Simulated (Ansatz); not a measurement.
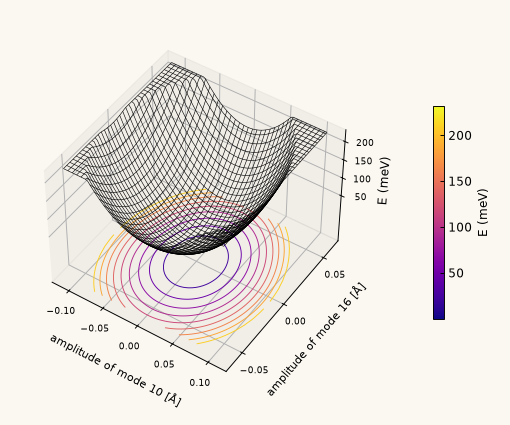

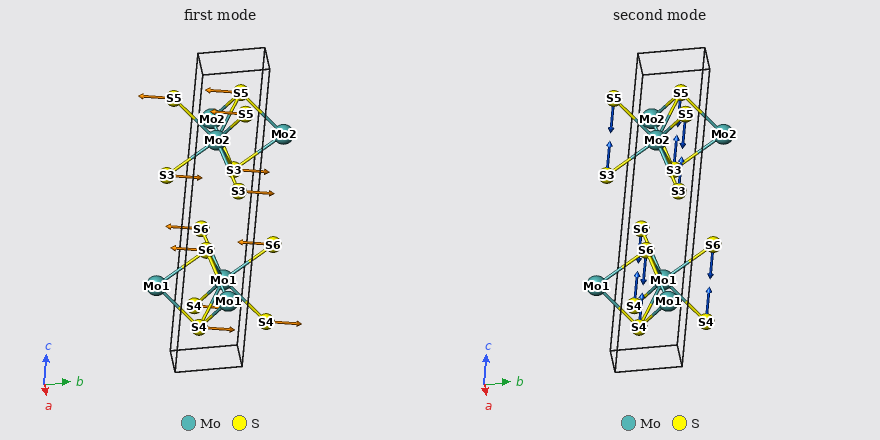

Energy landscape of MoS2 (P6_3/mmc, No. 194; 6 atoms in the cell). The energy is mapped over two normal modes frozen in (zone-centre modes of the 6-atom cell of this scan). The first coordinate is: amplitude of mode 10 (284 cm⁻¹), largest displacement; the second: amplitude of mode 16 (411 cm⁻¹), largest displacement. Nothing is relaxed (the cell and all other modes fixed). The scan uses a 7 × 7 grid; 28 points were computed and 21 follow by symmetry. Points are written as (first, second). Energies are in meV per cell, from the lowest grid point. All numbers below come from Ansatz 0.2.0, DFT PBE+D3(BJ), scalar-relativistic, plane waves, PAW. Settings: cutoff 420 eV, k-mesh 12×12×4 in the order of the run's cell vectors, gaussian smearing 0.05 eV, no spin polarisation.

The picture shows a relief with its contours projected below, any walls above the top of the colour scale cut off. Between grid points the surface is interpolated. The second picture is the structure at the lowest point

Q: Where are the wells?

A: The lowest grid point is at (0.000 Å, 0.00 Å). It is the only kind of minimum in the scanned range. The highest grid point, (−0.109 Å, 0.06 Å), lies 411 meV above the lowest. The gap on the k-mesh is 0.8 eV at the lowest point and runs from 0.7 to 0.8 eV over the map.

The values on the grid:

```tsv
second ↓, first →	−0.109	−0.073	−0.036	0.000	0.036	0.073	0.109
0.06	411	266	179	150	179	266	411
0.04	315	176	93	65	93	176	315
0.02	254	122	42	16	42	122	254
0.00	226	101	25	0	25	101	226
−0.02	231	112	40	16	40	112	231
−0.04	267	153	85	62	85	153	267
−0.06	332	223	158	136	158	223	332
```

The input of one point:

```yaml
crystal:
  lattice:
    - [3.1493579417, 0.0, 0.0]
    - [-1.5746789709, 2.7274239831, 0.0]
    - [0.0, 0.0, 12.0917670417]
  atoms:
    - { symbol: Mo, position: [0.3333333333, 0.6666666667, 0.25] }
    - { symbol: Mo, position: [0.6666666667, 0.3333333333, 0.75] }
    - { symbol: S, position: [0.3333333333, 0.6666666667, 0.6204968003] }
    - { symbol: S, position: [0.6666666667, 0.3333333333, 0.1204968003] }
    - { symbol: S, position: [0.3333333333, 0.6666666667, 0.8795031997] }
    - { symbol: S, position: [0.6666666667, 0.3333333333, 0.3795031997] }
basis:
  ecutwfc: 420
kpoints:
  mp_grid: { grid: [12, 12, 4] }
hamiltonian:
  xc: pbe
  pseudopotentials: { kind: paw, azcp: { folder: soft_1 } }
  dispersion: d3bj
scf:
  occupations: { method: gaussian, width: 0.05 }
output:
  forces: true
  stress: true
  eigenvalues: true
  write_density: true
  write_potential: true
  elf: true
  volumetric_format: npy
```

Each point was launched as `ansatz run input.yaml --threads 2 --pin off --max-ram 4096MiB --backend cpu --events-out ev --progress --plain --runs-dir out`. Time for the 28 points that were run: 13 min on 2 threads of Arm Neoverse N1, with other jobs on the host.
